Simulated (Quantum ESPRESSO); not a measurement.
## A series of single points on SnSe

System: SnSe (Fm-3m, 2 atoms in the cell).
Method: Kohn-Sham DFT of a periodic cell, r2SCAN, SG15 PBE 1.2, no spin polarisation (Quantum ESPRESSO 7.5).

The 7 runs differ only in the geometry, by an even scaling of the cell at fixed fractional positions. The structure derives from an entry of the Crystallography Open Database.

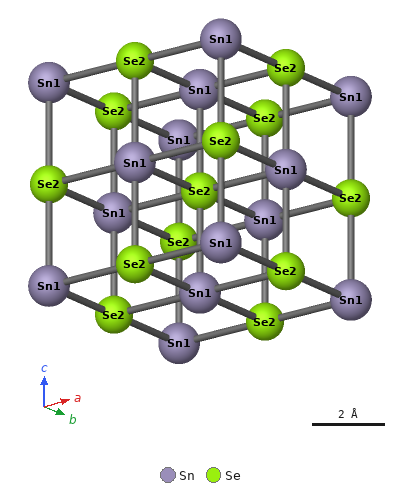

Figure 1. The structure of run 4 (ball-and-stick view of the cell 4 times as large as that of the calculation, set on its symmetry axes, seen at an oblique angle; atoms are numbered from 1 in the order of the input).

## Input of run 4
```
&CONTROL
  calculation = 'scf'
  prefix = 'pwscf'
  outdir = './tmp'
  pseudo_dir = './pseudo'
  tstress = .true.
  disk_io = 'nowf'
/
&SYSTEM
  ibrav = 0
  nat = 2
  ntyp = 2
  ecutwfc = 70
  nbnd = 16
  input_dft = 'r2scan'
  occupations = 'smearing'
  smearing = 'fd'
  degauss = 0.00367493
  nosym = .true.
  nr1 = 48
  nr2 = 48
  nr3 = 48
/
&ELECTRONS
  conv_thr = 1d-08
  electron_maxstep = 120
  mixing_beta = 0.5
/
ATOMIC_SPECIES
Sn   118.7100 Sn_ONCV_PBE-1.2.upf
Se    78.9710 Se_ONCV_PBE-1.2.upf
CELL_PARAMETERS angstrom
   0.0000000000    3.0100000000    3.0100000000
   3.0100000000    0.0000000000    3.0100000000
   3.0100000000    3.0100000000    0.0000000000
ATOMIC_POSITIONS crystal
Sn     0.0000000000    0.0000000000    0.0000000000
Se     0.5000000000    0.5000000000    0.5000000000
K_POINTS automatic
6 6 6 0 0 0
```

Command:
```bash
OMP_NUM_THREADS=1 mpirun -n 4 pw.x -nk 4 -in pw.in > pw.out
```

Run 6 differs from it as follows:
```diff
-   0.0000000000    3.0100000000    3.0100000000
-   3.0100000000    0.0000000000    3.0100000000
-   3.0100000000    3.0100000000    0.0000000000
+   0.0000000000    3.0496098055    3.0496098055
+   3.0496098055    0.0000000000    3.0496098055
+   3.0496098055    3.0496098055    0.0000000000
```

## Results, with one run withheld

```tsv
run	volume per atom (Å³)	free energy per atom, from the lowest run given (meV)	pressure (GPa)	gap on the mesh (eV)
1	25.635	7.78	2.42	0.55
2	26.180	1.77	1.10	0.46
3	26.725	0.00	−0.07	0.36
4	27.271	2.00	−1.11	0.28
5	27.816	7.32	−2.02	0.19
6	28.362	?	?	?
7	28.907	26.36	−3.53	0.04
```

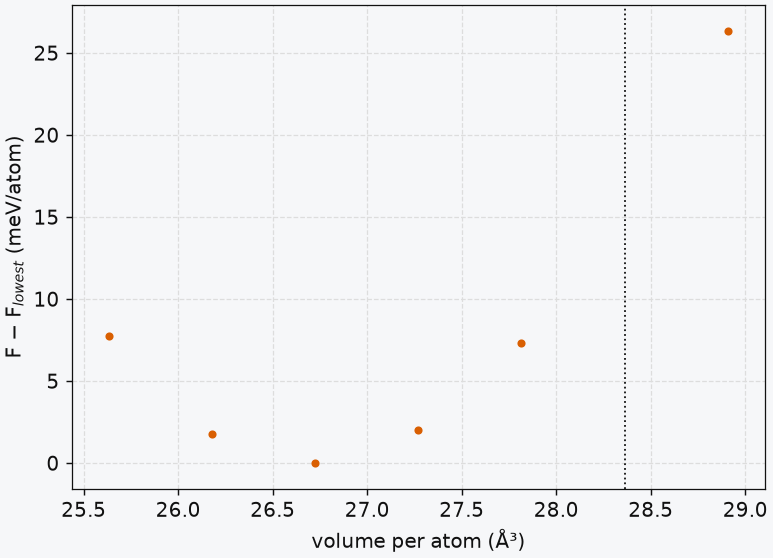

Figure 2. Free energy per atom of the runs given; the dotted line marks run 6.

Fit the runs given and predict run 6.

A cubic polynomial in V^(−2/3) (the Birch–Murnaghan form), fitted to the 6 runs given, misses them by at most 0.01 meV per atom. With x = V^(−2/3) − 0.11096 Å⁻², it reads F = 0.79308 − 1599.1 x + 8.0036e+05 x² + 4.2229e+06 x³ (meV per atom). At run 6 it gives 15.56 meV per atom, and the run itself gives 15.56. The slope of the fit gives a pressure −dF/dV of −2.81 GPa there, and the run prints −2.83 GPa. The fit has its minimum at 26.697 Å³ per atom, where V d²F/dV² gives 54.4 GPa: the bulk modulus at this level, since symmetry fixes the shape and the positions. The gap on the mesh goes, without turning, from 0.55 eV in run 1 to 0.04 eV in run 7; run 6 has 0.12 eV. These are gaps of this functional on this mesh, which can miss the band edges; they aren't the measured gap.

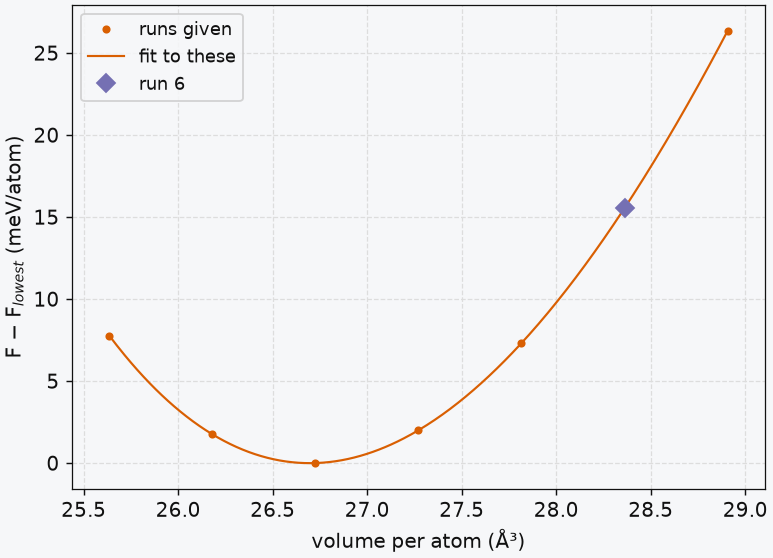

Figure 3. The fit and the withheld run.

## Some lines of the output (run 6)
```
[...]
     number of k points=   112  Fermi-Dirac smearing, width (Ry)=  0.0037
     total energy              =    -138.76701902 Ry
     total energy              =    -138.88795718 Ry
     total energy              =    -138.89306354 Ry
     total energy              =    -138.89586287 Ry
     total energy              =    -138.89591708 Ry
     total energy              =    -138.89592166 Ry
     total energy              =    -138.89592235 Ry
     total energy              =    -138.89592238 Ry
     the Fermi energy is     8.5190 ev
!    total energy              =    -138.89592238 Ry
     The total energy is F=E-TS. E is the sum of the following terms:
     Computing stress (Cartesian axis) and pressure
          total   stress  (Ry/bohr**3)                   (kbar)     P=      -28.26
```

Notes: Further notes kept with the run: potentials made for another functional. Points of doubt noted for this run: potentials made for another functional.
